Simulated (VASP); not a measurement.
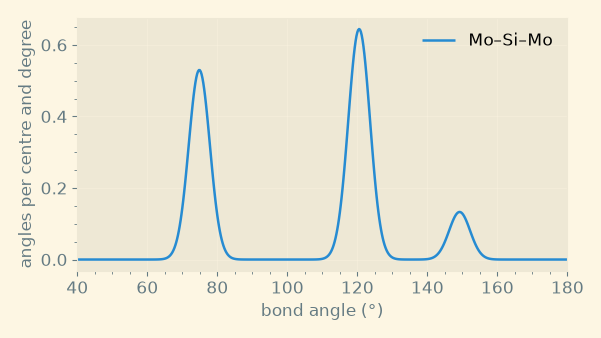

Bond-angle distributions computed from the structure of Si2Mo; each angle is a Gaussian of σ = 3.0°. Bonds counted: Mo–Si up to 3.23 Å. Basis of the simulation: the end point of a relaxation with VASP Kohn-Sham DFT of a periodic cell, LDA, VASP PAW LDA potentials, recommended in VASP 6.6.1.

Q: Give the groups of angles for each curve.

A: Mo–Si–Mo: 75° (4 per centre); 120–121° (5 per centre); 149° (1 per centre)

The structure has space group P6_222 (No. 180); other forms of this composition would give other results.
